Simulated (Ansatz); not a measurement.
**CaSe: 8 runs along one coordinate**

System: CaSe (Immm, 2 atoms in the cell).
Method: DFT PBEsol, scalar-relativistic, plane waves, PAW, no spin polarisation (Ansatz 0.2.0).

The 8 runs differ only in the geometry, by a strain of the cell at fixed fractional positions. Against run 5, the strain is εxx = −0.02 η, εxy = η and εyy = −0.02 η. The structure derives from an entry of the Crystallography Open Database.

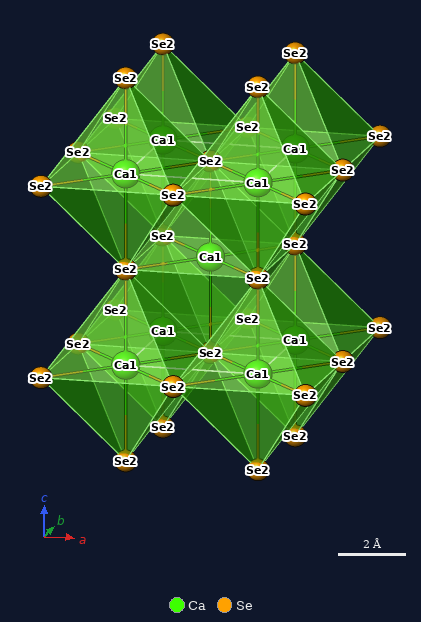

Figure 1. The structure of run 5 (polyhedral view of the cell 2 times as large as that of the calculation, set on its symmetry axes, seen slightly off an axis; polyhedra are completed across the faces of the cell; atoms are numbered from 1 in the order of the input).

## Input of run 5
```yaml
crystal:
  lattice:
    - [0.055425, 2.956, 2.956]
    - [2.956, 0.055425, 2.956]
    - [3.011425, 3.011425, 0.0]
  atoms:
    - { symbol: Ca, position: [0.0, 0.0, 0.0] }
    - { symbol: Se, position: [0.5, 0.5, 0.5] }
basis:
  ecutwfc: 420
kpoints:
  mp_grid: { grid: [8, 8, 8] }
hamiltonian:
  xc: pbesol
scf:
  occupations: { method: gaussian, width: 0.05 }
output:
  forces: true
  stress: true
  eigenvalues: true
```

Command:
```bash
ansatz run input.yaml --threads 1 --pin off --max-ram 1228MiB --backend cpu --events-out ev --progress --plain --runs-dir out
```

Run 7 differs from it as follows:
```diff
-    - [0.055425, 2.956, 2.956]
-    - [2.956, 0.055425, 2.956]
-    - [3.011425, 3.011425, 0.0]
+    - [0.11085, 2.956, 2.956]
+    - [2.956, 0.11085, 2.956]
+    - [3.06685, 3.06685, 0.0]
```

## Results, with one run withheld

| run | strain parameter η (%) | free energy per atom, from the lowest run given (meV) | pressure (GPa) | gap on the mesh (eV) |
| --- | --- | --- | --- | --- |
| 1 | −6.8774 | 21.39 | −1.07 | 1.57 |
| 2 | −4.3765 | 5.04 | −1.10 | 1.77 |
| 3 | −1.2504 | 0.00 | −1.10 | 1.90 |
| 4 | −0.6252 | 1.01 | −1.10 | 1.86 |
| 5 | 0.0000 | 2.69 | −1.10 | 1.82 |
| 6 | 1.2504 | 8.08 | −1.09 | 1.73 |
| 7 | 1.8757 | ? | ? | ? |
| 8 | 2.5009 | 16.25 | −1.08 | 1.62 |

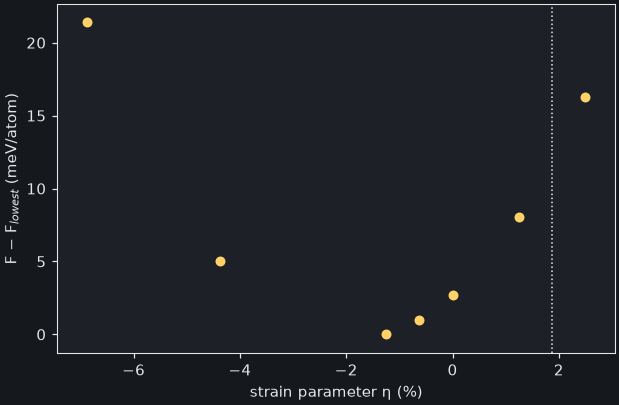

Figure 2. Free energy per atom of the runs given; the dotted line marks run 7.

Estimate the energy of run 7 from the others.

A cubic polynomial in the coordinate, fitted to the 7 runs given, misses them by at most 0.04 meV per atom. With x = η + 1.3397, it reads F = −0.11298 + 0.93557 x + 0.86681 x² − 0.00057458 x³ (meV per atom). At run 7 it gives 11.84 meV per atom, and the run itself gives 11.81. The fit has its minimum at η = −1.8791 %. The gap on the mesh lies between 1.57 eV (run 1) and 1.90 eV (run 3); run 7 has 1.68 eV. These are gaps of this functional on this mesh, which can miss the band edges; they aren't the measured gap.

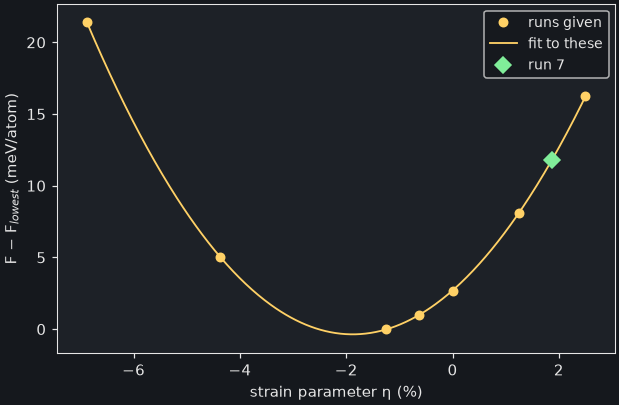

Figure 3. The fit and the withheld run.

## Output, shortened to warnings, some set-up lines, iterations and results (run 7)
```
Basis set: ecut = 420 eV, 989 PW (Γ), exchange–correlation on 60×60×60 points (8 copies of the dense FFT grid, shifted against one another)
Symmetry: 8 space group operations
k-points: 95 of 512
Initial density: superposition of atomic densities (neutral atoms: chi_scale 0, normalization atom), corrected by the library's trained network
[...]
SCF iter   1: F=—  HF=-7222.013578 eV  |F-HF|=—  |Δ(HF+E_count)|=         —  Δρ=2.77e-3  dr2=5.29e-3  ethr=1.77e-3  ⟨swp⟩=6.8  Hψ=9419  notcnv=0
SCF iter   2: F=—  HF=-7222.011640 eV  |F-HF|=—  |Δ(HF+E_count)|=   1.94e-3  Δρ=9.97e-4  dr2=3.37e-4  ethr=2.03e-5  ⟨swp⟩=2.2  Hψ=3312  notcnv=0
SCF iter   3: F=—  HF=-7222.011667 eV  |F-HF|=—  |Δ(HF+E_count)|=   2.73e-5  Δρ=3.55e-4  dr2=3.80e-5  ethr=1.29e-6  ⟨swp⟩=2.3  Hψ=2291  notcnv=0
SCF iter   4: F=—  HF=-7222.011678 eV  |F-HF|=—  |Δ(HF+E_count)|=   1.04e-5  Δρ=8.07e-5  dr2=2.39e-6  ethr=1.46e-7  ⟨swp⟩=2.0  Hψ=1923  notcnv=0
SCF iter   5: F=—  HF=-7222.011678 eV  |F-HF|=—  |Δ(HF+E_count)|=   1.41e-7  Δρ=1.19e-5  dr2=1.29e-7  ethr=9.18e-9  ⟨swp⟩=2.1  Hψ=2823  notcnv=0
SCF iter   6: F=-7222.011678 eV  HF=-7222.011678 eV  |F-HF|=4.45e-10  |Δ(HF+E_count)|=   3.35e-8  Δρ=2.98e-6  dr2=2.76e-9  ethr=3.85e-10  ⟨swp⟩=4.8  Hψ=6165  notcnv=0
SCF 1 converged in 6 iterations: F = -7222.011678 eV  dr2 = 2.76e-9
SCF converged after 6 iterations
Free energy (F): -7222.011678 eV
Harris-Foulkes:  -7222.011678 eV  (|F-HF|=4.45e-10)
Internal energy: -7222.011678 eV  (E = F + TS)
E sigma→0 (E₀):  -7222.011678 eV
Fermi energy:    8.082732 eV
--- Per-component energies (eV) ---
  E_band       = -512.492801
  E_kinetic    = 398.025085
  E_local      = -3201.368945  (includes V_loc(G=0)·N_el)
  E_nonlocal   = -529.142388
  E_hartree    = 1468.030267
  E_xc         = -240.481682
  E_vxc        = -270.179341  (∫ρ·V_xc dr)
  E_paw        = -2704.036748  (= ΣΔE_a)
  E_vpaw       = 154.110813  (= ΣTr[D̂ρ^β])
  E_aug_tail   = -0.000608  (compensation charges beyond the density's cutoff)
  E_ewald      = -2414.163904
  E_core_change = 1.127245  (= ΣΔE_core)
  E_smearing   = -0.000000  (= −TS)
  E_closure    = -0.000000  (closes the sum)
  Σ components = -7222.011678   (vs F -7222.011678, Δ=0.00e0)
--- Forces (eV/Å), atoms counted from 1 ---
  atom   1  Ca     0.00000000    -0.00000000    -0.00000000
  atom   2  Se     0.00000000     0.00000000    -0.00000000
  max |Σ_I F_I| component: 3.55e-30 eV/Å
--- Stress (GPa, compression-positive) ---
       -1.015987      -2.062764       0.000000
       -2.062764      -1.015987       0.000000
        0.000000       0.000000      -1.225555
  P = ⅓ Tr σ = -1.0858 GPa (-10.858 kbar)
```
